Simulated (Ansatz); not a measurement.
# MgO: single-point calculation (part 1 of 2)

MgO (slab, 24 atoms in the cell), computed with DFT PBE+D3(BJ), scalar-relativistic, plane waves, PAW, no spin polarisation (Ansatz 0.2.0).

The structure derives from an entry of the Crystallography Open Database. It belongs to a series of runs on one base structure; here: the slab at its places in the relaxed adsorbed structure. Figures and captions count atoms from 1; the log counts them from 0 in places.

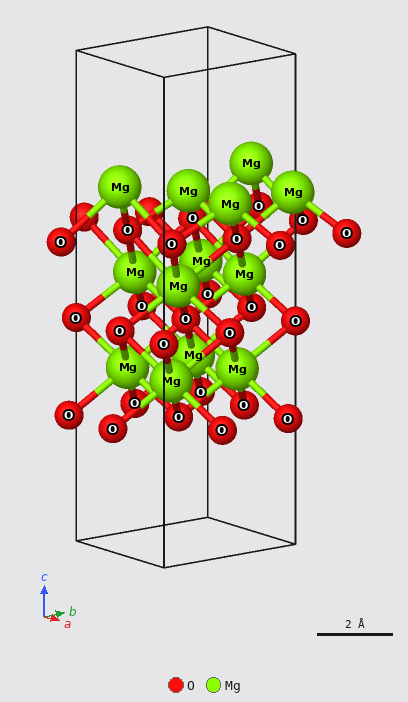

*The structure (ball-and-stick view of the cell of the calculation, with the vacuum cut short, seen slightly off an axis; bonded neighbours outside the cell are drawn too). An atom can appear more than once, as a periodic image.*

Near neighbours in the periodic cell (some may lie outside the picture): O has 3 Mg at 2.10 Å; Mg has 6 O at 2.05 to 2.21 Å; O has 6 Mg at 2.01 to 2.25 Å; Mg has 3 O at 2.01 to 2.25 Å.

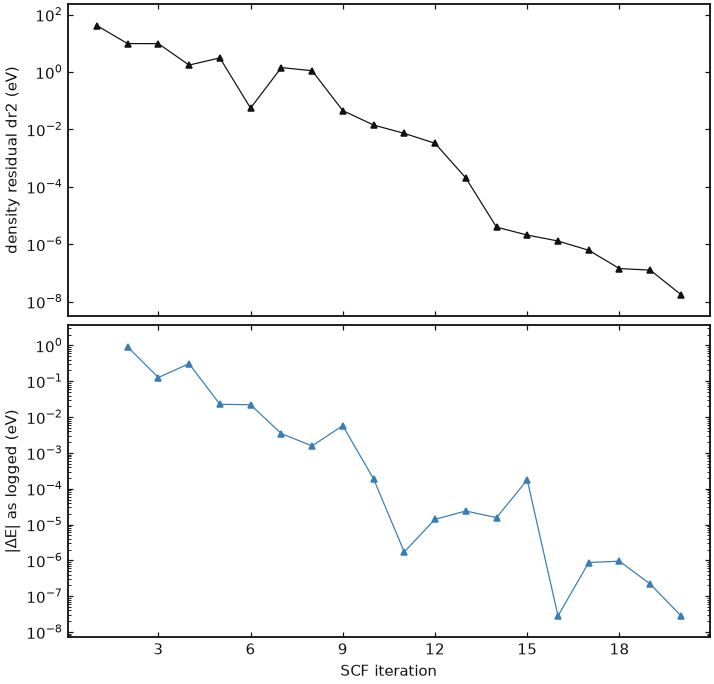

*Convergence of the self-consistent field: density residual dr2 and size of the energy change against the SCF iteration.*

The residual comes down, with one marked jump up, by a factor of about 25, at step 7.

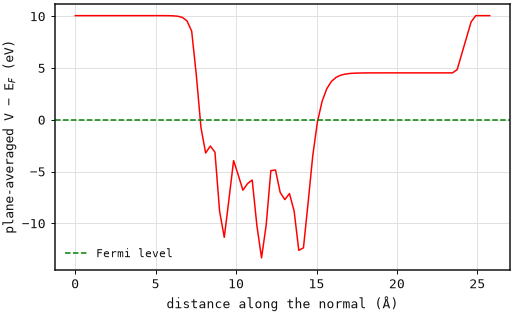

*Plane average of the electrostatic potential energy of an electron across the cell, from the Fermi level.*

The vacuum level lies 4.54 eV above the Fermi level on the upper side and 10.07 eV on the lower.

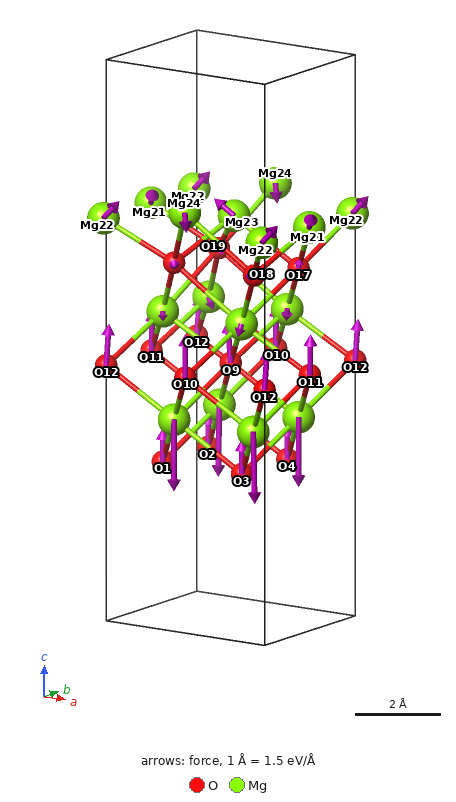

*Forces on the atoms as pink arrows (ball-and-stick view of the cell of the calculation, with the vacuum cut short, seen slightly off an axis; atoms are numbered from 1 in the order of the input).*

The largest act on Mg7 (2.58 eV/Å); Mg5, Mg6 (2.57 eV/Å); Mg8 (2.50 eV/Å); O10 (1.55 eV/Å), among others. The geometry is not a stationary point of this energy.

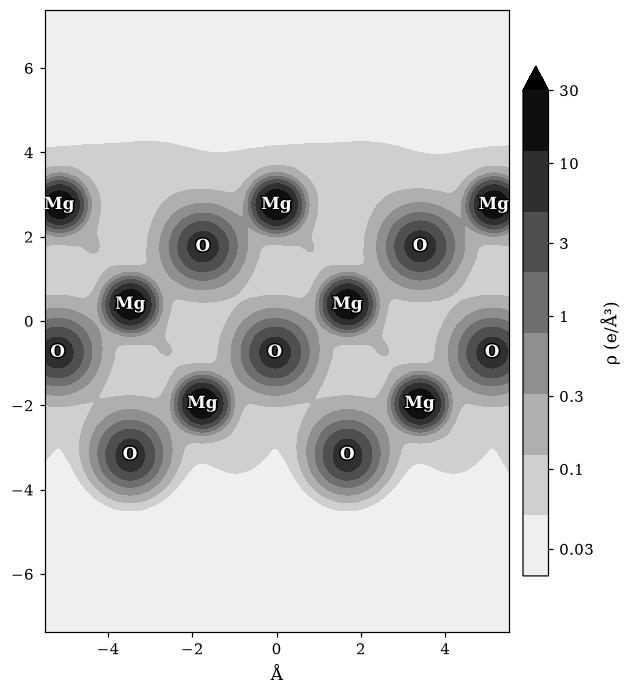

*Valence pseudo-density on the (110) plane of the calculation cell, a cut from vacuum to vacuum.*

Mg–O (2.01 Å): ρ is about 0.41 e/Å³ halfway. Mg–O (2.07 Å): the density is about 0.37 e/Å³ at the midpoint. Mg–O (2.10 Å): ρ is about 0.33 e/Å³ halfway. Mg–O (2.20 Å): ρ is about 0.27 e/Å³ halfway. Mg–O (2.20 Å): ρ at the midpoint is about 0.27 e/Å³. The density dies away to nearly zero in the vacuum. In a PAW calculation such maps are meaningful between the atoms, not at the nuclei.

The input and output of the run follow.

Input:
```yaml
crystal:
  lattice:
    - [5.9506164682, 0.0, 0.0]
    - [-2.9753082341, 5.1533850297, 0.0]
    - [0.0, 0.0, 26.0594225009]
  atoms:
    - { symbol: O, position: [0.1666666667, 0.3333333333, 0.3069906864] }
    - { symbol: O, position: [0.1666666667, 0.8333333333, 0.3069906864] }
    - { symbol: O, position: [0.6666666667, 0.3333333333, 0.3069906864] }
    - { symbol: O, position: [0.6666666667, 0.8333333333, 0.3069906864] }
    - { symbol: Mg, position: [0.3333333333, 0.1666666667, 0.3536020225] }
    - { symbol: Mg, position: [0.3333333333, 0.6666666667, 0.3536020225] }
    - { symbol: Mg, position: [0.8333333333, 0.1666666667, 0.3536020225] }
    - { symbol: Mg, position: [0.8333333333, 0.6666666667, 0.3536020225] }
    - { symbol: O, position: [0.5, 0.5, 0.4002133586] }
    - { symbol: O, position: [0.5, 0.0, 0.4002133586] }
    - { symbol: O, position: [0.0, 0.5, 0.4002133586] }
    - { symbol: O, position: [0.0, 0.0, 0.4002133586] }
    - { symbol: Mg, position: [0.6655827391, 0.330816709, 0.443926388] }
    - { symbol: Mg, position: [0.6655865009, 0.8347666887, 0.4439260759] }
    - { symbol: Mg, position: [0.1665376109, 0.333267674, 0.4441823919] }
    - { symbol: Mg, position: [0.1689038784, 0.8344529807, 0.4439018057] }
    - { symbol: O, position: [0.8328578348, 0.6664171378, 0.489694868] }
    - { symbol: O, position: [0.8368151676, 0.1684189117, 0.4964510528] }
    - { symbol: O, position: [0.3319964505, 0.6633294163, 0.4968105263] }
    - { symbol: O, position: [0.3320140485, 0.1686780717, 0.4968049372] }
    - { symbol: Mg, position: [-0.0081751171, 0.5076580267, 0.5347342357] }
    - { symbol: Mg, position: [-0.0081641063, -0.0158274012, 0.5347344261] }
    - { symbol: Mg, position: [0.5164089656, 0.5082000027, 0.5346880034] }
    - { symbol: Mg, position: [0.4969537649, -0.0015562901, 0.5506576122] }
basis:
  ecutwfc: 420
kpoints:
  mp_grid: { grid: [3, 3, 1] }
hamiltonian:
  xc: pbe
  dispersion: d3bj
scf:
  occupations: { method: gaussian, width: 0.05 }
output:
  forces: true
  eigenvalues: true
  write_density: true
  volumetric_format: npy
efield:
  axis: 3
  dipole_correction: true
  ramp_width: 0.04
```

Command:
```bash
ansatz run input.yaml --threads 4 --pin off --max-ram 10240MiB --backend cpu --events-out ev --progress --plain --runs-dir out
```

Log:
```
Engine: ansatz 0.2.0, x86_64-unknown-linux-gnu
Pseudopotentials: kind: paw
Pseudopotential: O, paw, valence charge 6, recommended cutoff 420 eV (normal), O.paw.azcp
Pseudopotential: Mg, paw, valence charge 10, recommended cutoff 420 eV (normal), Mg.paw.azcp
Functional definition: PBE
  parameter kappa = 0.804
  parameter beta = 0.06672455060314922
  exchange = pbe_x(kappa = kappa, mu = beta*pi^2/3)
  correlation = pbe_c(beta = beta)
Crystal: 24 atoms, lattice volume = 799.134 Å³
Basis set: ecut = 420 eV, 15519 PW (Γ), exchange–correlation on 80×80×360 points (8 copies of the dense FFT grid, shifted against one another)
Bands: 120, of which v1, the nominal top of the filled ones, is band 96 counted from 1 (95 counted from 0)
Symmetry: 1 space group operations
Space group: P1 (ITA 1), of the structure as read, at distance tolerance 9.3e-5 Å
k-points: 5 of 9 (time reversal used)
Non-local potential: O, projectors of the file, l = 0: 2, l = 1: 2, l = 2: 1
Non-local potential: Mg, projectors of the file, l = 0: 3, l = 1: 2, l = 2: 1
PAW form: soft (Blöchl's): semilocal exchange-correlation on the pseudo side does not see the compensation charge
PAW one-centre angular grid: O, 110 points (default); XC on 64 Gauss nodes
PAW one-centre angular grid: Mg, 110 points (default); XC on 64 Gauss nodes
Initial density: superposition of atomic densities (neutral atoms: chi_scale 0, normalization atom), corrected by the library's trained network
Initial wavefunctions: pseudopotential atomic-orbital guess
Functional: x = pbe(κ = 0.804, μ = 0.2195149727645171), c = pbe(β = 0.06672455060314922)
```
